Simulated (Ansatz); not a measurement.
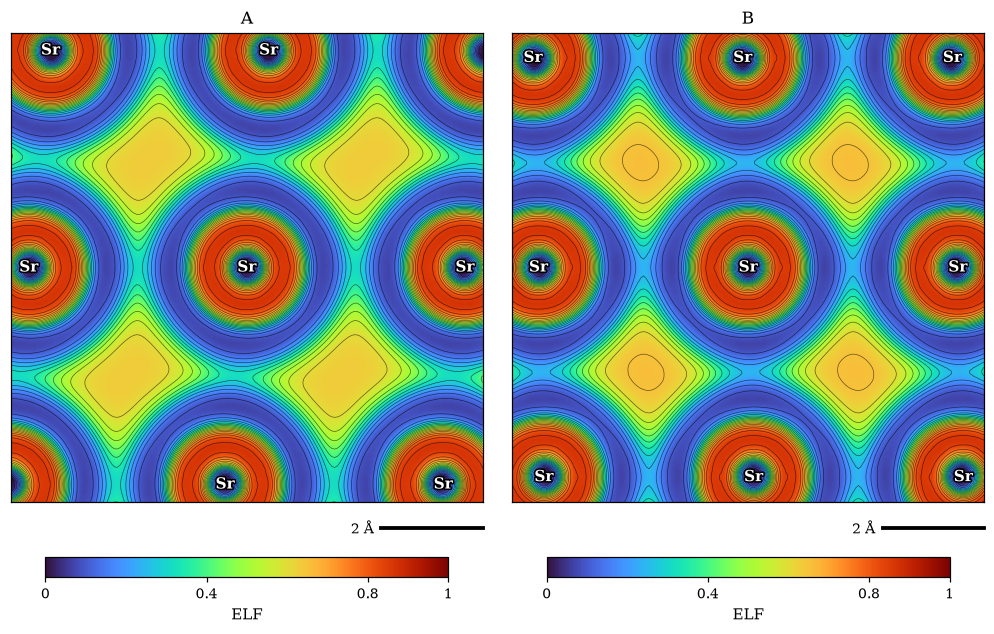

Sr. The ELF of two cells that differ in size and shape, on the (011) plane of each (indices in the axes of the calculation cell), at one length scale and on one colour scale: A has 53.4 Å³ an atom and B 50.9.

Space group I4/mmm.

Method: DFT PBEsol, scalar-relativistic, plane waves, PAW (Ansatz).

Core electrons are frozen (PAW), and the valence fields are smoothed inside the atomic spheres.

The larger cell:

```xyz
1
Lattice="0.0000 2.8902 3.1945 2.8902 0.0000 3.1945 2.8902 2.8902 0.0000" Properties=species:S:1:pos:R:3 pbc="T T T"
Sr    0.0000    0.0000    0.0000
```

The smaller cell: a = 4.142 Å, b = 4.142 Å, c = 4.195 Å, α = 59.57°, β = 59.57°, γ = 60.86°.

### What changes from the larger cell to the smaller?

From the larger cell to the smaller, Sr–Sr goes from 4.31 to 4.14 Å, the ELF there from 0.30 to 0.25; the pressure goes from −0.4 to 0.2 GPa.
